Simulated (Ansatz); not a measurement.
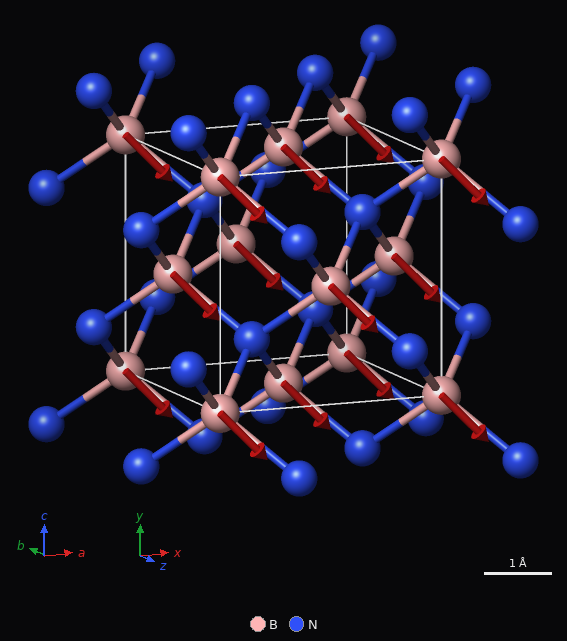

Crystalline BN (F-43m): the whole B sublattice is shifted rigidly, along Cartesian [1 -1 0], all else fixed. The picture shows the reference cell. The red arrows give the direction of positive displacement. Style: ball-and-stick. Shown: the conventional cell (4 times the calculation's cell), slightly off an axis. Lengths and directions refer to the drawn axes.

These are results of DFT r2SCAN, scalar-relativistic, plane waves, PAW in Ansatz, not measurements. Settings: plane-wave cutoff 500 eV; k-point mesh 12 × 12 × 12; occupations gaussian; smearing width 0.05 eV; no spin polarisation. Energies (free energies at the smearing named) are counted from the cell as listed in its source, which wasn't relaxed.

```
CELL_PARAMETERS angstrom
0.00000 1.81300 1.81300
1.81300 0.00000 1.81300
1.81300 1.81300 0.00000
ATOMIC_POSITIONS crystal
B 0.00000 0.00000 0.00000
N 0.75000 0.75000 0.75000
```

Question: Predict the energy profile (the displacement: −0.1000, −0.0750, −0.0500, −0.0250, 0.0000, 0.0125, 0.0250, 0.0375, 0.0500, 0.0625, 0.0750, 0.0875, 0.1000 Å).

Answer:
```tsv
displacement (Å)	ΔE (meV/cell)
−0.1000	118.0
−0.0750	66.4
−0.0500	29.5
−0.0250	7.4
0.0000	0.0
0.0125	1.8
0.0250	7.4
0.0375	16.6
0.0500	29.5
0.0625	46.1
0.0750	66.4
0.0875	90.4
0.1000	118.0
```

Points that are alike by symmetry were computed once.

The lowest computed point lies at the displacement 0.00 Å (0.0 meV/cell). At the ends of the scan the energy is 118.0 meV/cell (−0.10 Å) and 118.0 meV/cell (0.10 Å). The curvature at zero is about 24 eV/Å² per cell. The well is symmetric. At the highest point the shortest interatomic distance is 1.49 Å, against 1.57 Å in the reference. The distortion takes the space group from F-43m to Cm.
